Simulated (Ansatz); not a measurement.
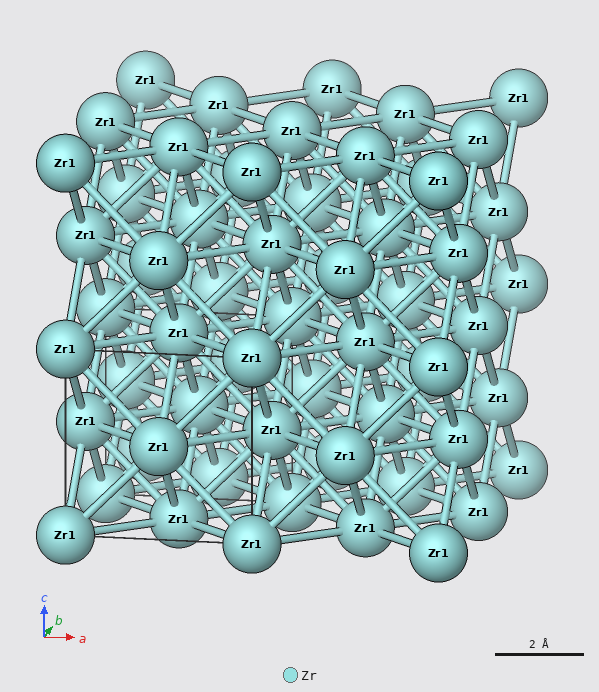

The starting point is a symmetric starting cell of Zr (made from another compound by putting Zr in place of Mo). The picture is a ball-and-stick view of the conventional cell (4 times the calculation's cell), repeated 2 × 2 × 2 with one cell outlined, seen slightly off an axis. Lengths and directions refer to the drawn axes.

These are results of DFT PBEsol, scalar-relativistic, plane waves, PAW in Ansatz, not measurements. Settings: plane-wave cutoff 420 eV; k-point mesh 16 × 16 × 16; occupations gaussian; smearing width 0.1 eV; no spin polarisation.

Now this is done to it. All lengths are scaled by +3.3 % (volume +10.1 %), the atoms keeping their fractional coordinates. No relaxation follows. The starting cell wasn't computed here and needn't be at equilibrium, so pressure and forces aren't due to the change alone.

Input file:
```yaml
crystal:
  lattice:
    - [0.0, 2.2511451773, 2.2511451773]
    - [2.2511451773, 0.0, 2.2511451773]
    - [2.2511451773, 2.2511451773, 0.0]
  atoms:
    - { symbol: Zr, position: [0.0, 0.0, 0.0] }
basis:
  ecutwfc: 420
kpoints:
  mp_grid: { grid: [16, 16, 16] }
hamiltonian:
  xc: pbesol
scf:
  occupations: { method: gaussian, width: 0.1 }
output:
  forces: true
  stress: true
  eigenvalues: true
```

Command:
```bash
ansatz run input.yaml --threads 1 --pin off --max-ram 1331MiB --backend cpu --events-out ev --progress --plain --runs-dir out
```

Question: Predict the response.

Answer: Some distances before and after: Zr–Zr 3.083 → 3.184 Å. The space group stays Fm-3m (No. 225). The pressure is −2.4 GPa (not all of it need come from the change, since the unchanged cell can be under pressure at this level too). All forces vanish by symmetry.

The changed structure in the same view:

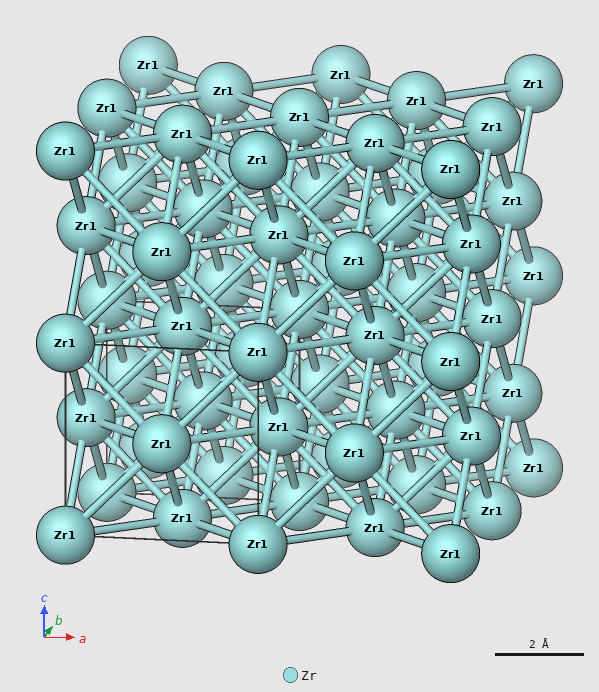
